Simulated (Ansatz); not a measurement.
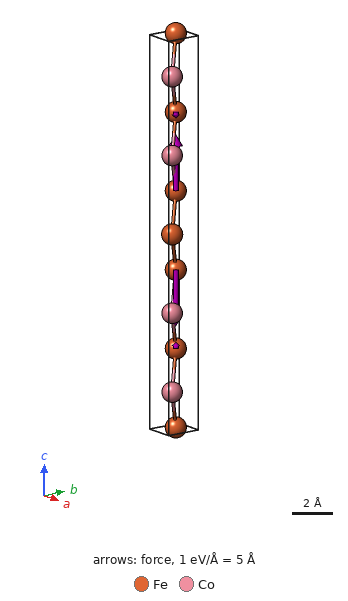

Starting geometry of solid Fe$_{3}$Co$_{2}$ (a generated structure, set up in P-6m2) (coarse preliminary run) with the computed forces as purple arrows. The picture is a ball-and-stick view of the cell of the calculation, seen slightly off an axis.

The calculation used Ansatz, DFT PBE, scalar-relativistic, plane waves, PAW.

Input
```yaml
crystal:
  lattice:
    - [2.50145782, 0.0, 0.0]
    - [-1.25072891, 2.16632602, 0.0]
    - [0.0, 0.0, 20.26793682]
  atoms:
    - { symbol: Fe, position: [0.33333333, 0.66666667, 0.0], spin: 4.0 }
    - { symbol: Fe, position: [0.33333333, 0.66666667, 0.2], spin: 4.0 }
    - { symbol: Fe, position: [0.33333333, 0.66666667, 0.4], spin: 4.0 }
    - { symbol: Fe, position: [0.33333333, 0.66666667, 0.6], spin: 4.0 }
    - { symbol: Fe, position: [0.33333333, 0.66666667, 0.8], spin: 4.0 }
    - { symbol: Fe, position: [0.66666667, 0.33333333, 0.5], spin: 4.0 }
    - { symbol: Co, position: [0.66666667, 0.33333333, 0.1], spin: 3.0 }
    - { symbol: Co, position: [0.66666667, 0.33333333, 0.3], spin: 3.0 }
    - { symbol: Co, position: [0.66666667, 0.33333333, 0.7], spin: 3.0 }
    - { symbol: Co, position: [0.66666667, 0.33333333, 0.9], spin: 3.0 }
basis:
  ecutwfc: 420
kpoints:
  mp_grid: { grid: [6, 6, 1] }
hamiltonian:
  xc: pbe
scf:
  occupations: { method: gaussian, width: 0.1 }
  lower_state_search: "off"
output:
  forces: true
  stress: true
  eigenvalues: true
  populations: true
magnetization:
  spin_polarized: true
relax:
  adjacent_minimum: "off"
  f_tol: 0.04
  max_steps: 70
  cell: { stress_tol: 0.4 }
```

Launched with:
```bash
ansatz run input.yaml --threads 4 --pin off --max-ram 8192MiB --backend cpu --events-out ev --progress --plain --runs-dir out
```

Q: What follows when this structure is relaxed?

A: It isn't relaxed: the largest force vector, on Fe atoms, is 0.59 eV/Å. The final displacements follow the starting forces only in part (cosine between the two patterns 0.65). The largest moves relative to the cell, 0.056 Å, are those of Fe3 and Fe4. Fe3 goes along −c. By element the largest moves are Fe 0.056 Å, Co 0.047 Å. The volume changes by +5.4 %, with a = b 2.501 → 2.507 Å (+0.2 %), c 20.268 → 21.265 Å (+4.9 %). Some distances before and after: Fe3–Fe6 2.489 → 2.619 Å, Fe3–Co8 2.489 → 2.565 Å, Fe1–Co10 2.489 → 2.561 Å, Co10–Co10 2.501 → 2.507 Å. The space group stays P-6m2 (No. 187). After 5 accepted moves (7 points after the start) the energy has fallen by 0.334 eV per cell of the calculation. Largest force component: 0.59 eV/Å at the start, 0.0019 eV/Å at the end. The pressure goes from 11.12 to 0.03 GPa. The SCF was repeated twice at an unchanged geometry on a basis and grid sized afresh for the cell, which shifted the energy by 10.1 meV per cell of the calculation at most. The run took 79 s on 4 threads of Intel(R) Xeon(R) Processor @ 2.70GHz (shared host), peak memory 0.73 GiB.

Limits of the set-up: the k-point mesh is coarse for a cell with partly filled bands.
